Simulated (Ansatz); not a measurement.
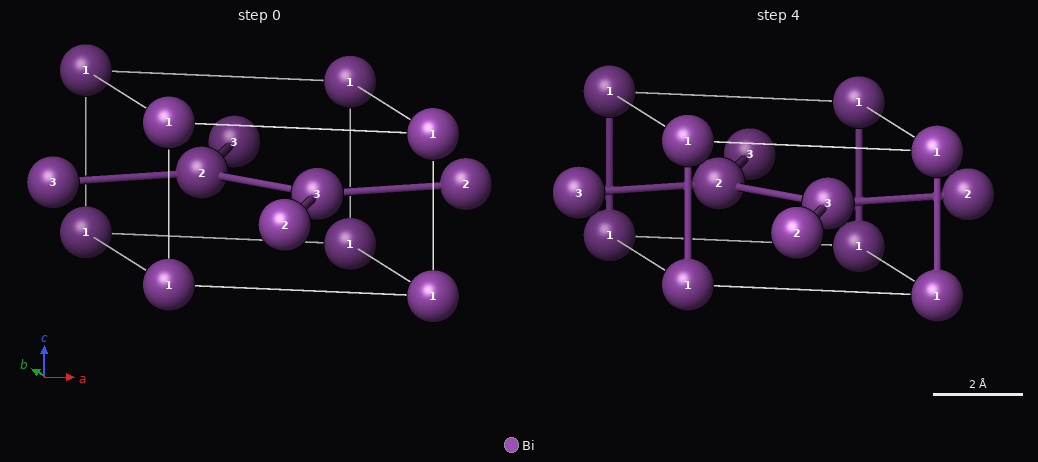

The structure of a crystal of Bi (built on the omega_191 type) (coarse preliminary run) before (left) and after (right) a relaxation, at one scale.

The picture is a ball-and-stick view of the cell of the calculation, seen slightly off an axis.

Case: omega type (P6/mmm, No. 191).

Method: Ansatz, DFT PBE, scalar-relativistic, plane waves, PAW.

Input
```yaml
crystal:
  lattice:
    - [6.0855846111, 0.0, 0.0]
    - [-3.0427923055, 5.2702708701, 0.0]
    - [0.0, 0.0, 3.7307279572]
  atoms:
    - { symbol: Bi, position: [0.0, 0.0, 0.0] }
    - { symbol: Bi, position: [0.3333333333, 0.6666666667, 0.5] }
    - { symbol: Bi, position: [0.6666666667, 0.3333333333, 0.5] }
basis:
  ecutwfc: 420
kpoints:
  mp_grid: { grid: [3, 3, 6] }
hamiltonian:
  xc: pbe
scf:
  occupations: { method: gaussian, width: 0.1 }
  lower_state_search: "off"
output:
  forces: true
  stress: true
  eigenvalues: true
relax:
  adjacent_minimum: "off"
  f_tol: 0.04
  max_steps: 70
  cell: { stress_tol: 0.4 }
```

What changed between the two?

Answer. Over 3 accepted moves (4 points after the start) the energy falls by 0.679 eV per cell of the calculation. All forces vanish by symmetry, so only the cell relaxes. The pressure goes from −6.51 to 0.35 GPa. At 1 point the geometry stayed and the basis and grid were re-selected for the new cell (energy shift of 3.8 meV per cell of the calculation at most each time). No atom moves by more than 0.005 Å relative to the cell. The volume changes by −21.0 %, with a = b 6.086 → 5.743 Å (−5.6 %), c 3.731 → 3.310 Å (−11.3 %). Some distances before and after: Bi1–Bi1 3.731 → 3.310 Å, Bi2–Bi3 3.514 → 3.316 Å. The space group stays P6/mmm (No. 191). The run took roughly 14 core-seconds on a shared host.
